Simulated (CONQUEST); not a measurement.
**A series of single points on Ag**

System: Ag (2 atoms in the cell).
Method: Kohn-Sham DFT of a periodic cell, PBE, PseudoDojo NC PBE, no spin polarisation (CONQUEST 1.3).

The 7 runs differ only in the geometry, by an even scaling of the cell at fixed fractional positions. The structure derives from an entry of the Crystallography Open Database.

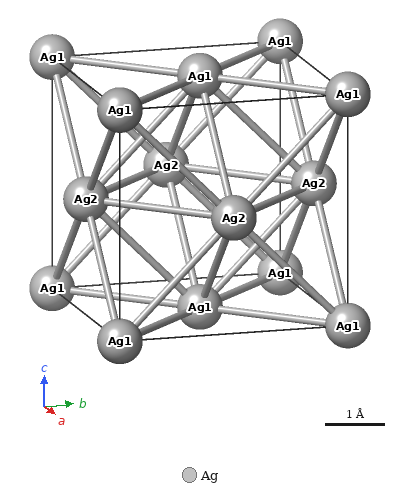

Figure 1. The structure of run 4 (ball-and-stick view of the cell 2 times as large as that of the calculation, set on its symmetry axes, seen slightly off an axis; atoms are numbered from 1 in the order of the input).

### Input of run 4
```
IO.Title Ag
IO.Coordinates coords.dat
IO.FractionalAtomicCoords T
IO.Iprint 2
IO.Iprint_init 1
General.NumberOfSpecies 1
General.PseudopotentialType hamann
AtomMove.TypeOfRun static
AtomMove.FullStress T
Grid.PointsAlongX 32
Grid.PointsAlongY 32
Grid.PointsAlongZ 40
DM.SolutionMethod diagon
Diag.MPMesh T
Diag.GammaCentred T
Diag.MPMeshX 9
Diag.MPMeshY 9
Diag.MPMeshZ 7
Diag.kT 0.00183747
minE.SCTolerance 1e-6
SC.MaxIters 100
IO.AtomChargeOutput T
%block ChemicalSpeciesLabel
1 107.870 Ag
%endblock
```

Command:
```bash
Conquest
```

Lattice vectors (Å) and fractional positions of run 4:
```
   2.888885    0.000000    0.000000
   0.000000    2.888885    0.000000
   0.000000    0.000000    4.085500
Ag  0.000000  0.000000  0.000000
Ag  0.500000  0.500000  0.500000
```

Run 6 has the same physical settings and fractional positions; its lattice vectors (Å) are:
```
   2.926901    0.000000    0.000000
   0.000000    2.926901    0.000000
   0.000000    0.000000    4.139263
```

### Results, with one run withheld

| run | volume per atom (Å³) | free energy per atom, from the lowest run given (meV) | pressure (GPa) |
| --- | --- | --- | --- |
| 1 | 16.025 | 63.52 | 12.63 |
| 2 | 16.366 | 40.31 | 9.36 |
| 3 | 16.707 | 23.08 | 6.99 |
| 4 | 17.048 | 10.81 | 4.43 |
| 5 | 17.389 | 3.44 | 2.57 |
| 6 | 17.730 | ? | ? |
| 7 | 18.071 | 0.00 | −0.82 |

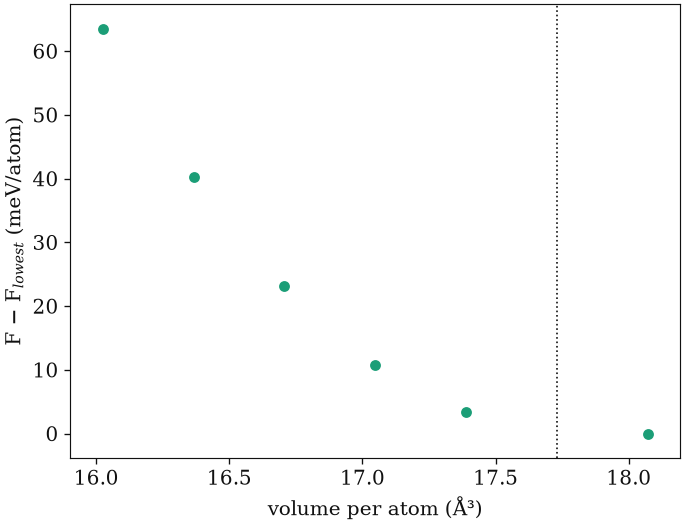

Figure 2. Free energy per atom of the runs given; the dotted line marks run 6.

Estimate the energy of run 6 from the others.

A cubic polynomial in V^(−2/3) (the Birch–Murnaghan form), fitted to the 6 runs given, misses them by at most 0.10 meV per atom. With x = V^(−2/3) − 0.15177 Å⁻², it reads F = 15.12 + 5675.4 x + 5.3155e+05 x² + 2.6662e+06 x³ (meV per atom). At run 6 it gives −0.09 meV per atom, and the run itself gives −0.19. The slope of the fit gives a pressure −dF/dV of 0.76 GPa there, and the run prints 0.66 GPa. The two needn't agree exactly: the fit is approximate, and the printed stress is taken on a finite basis. The fit has its minimum at 17.889 Å³ per atom, where V d²F/dV² gives 82.9 GPa: the bulk modulus at this level, since symmetry fixes the shape and the positions.

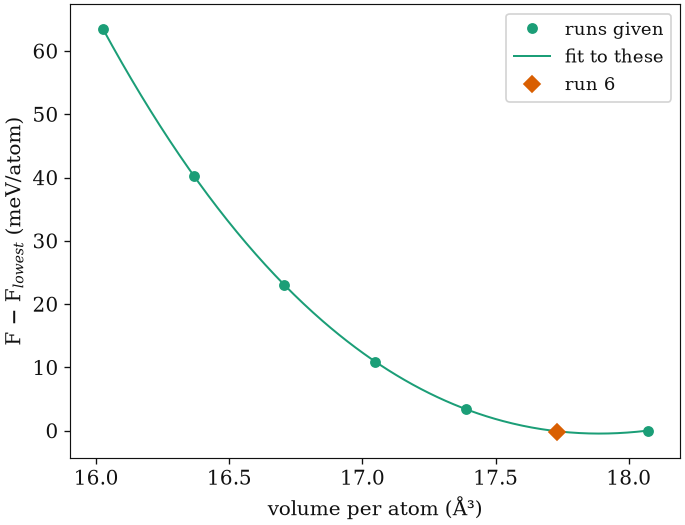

Figure 3. The fit and the withheld run.

### Some lines of the output (run 6)
```
[...]
          DFT Total Energy                 :      -309.972716430305240 Ha
          Free Energy (E-TS)               :      -309.994746750929210 Ha
          DFT Total Energy                 :      -309.994479443970590 Ha
          Free Energy (E-TS)               :      -309.994692497583287 Ha
          DFT Total Energy                 :      -309.994529545796354 Ha
          Free Energy (E-TS)               :      -309.994689567114222 Ha
          DFT Total Energy                 :      -309.994529819155787 Ha
          Free Energy (E-TS)               :      -309.994689568327885 Ha
          DFT Total Energy                 :      -309.994529736138873 Ha
          Free Energy (E-TS)               :      -309.994689742861681 Ha
          DFT Total Energy                 :      -309.994529986306929 Ha
      | Free Energy as E-TS      =      -309.994689742861681 Ha
      |* DFT total energy        =      -309.994529986306929 Ha
    force: Average pressure:      0.65953045 GPa
```

Notes: Points of doubt noted for this run: small atomic basis. With a small basis of atomic orbitals these values can differ much from converged plane-wave results.
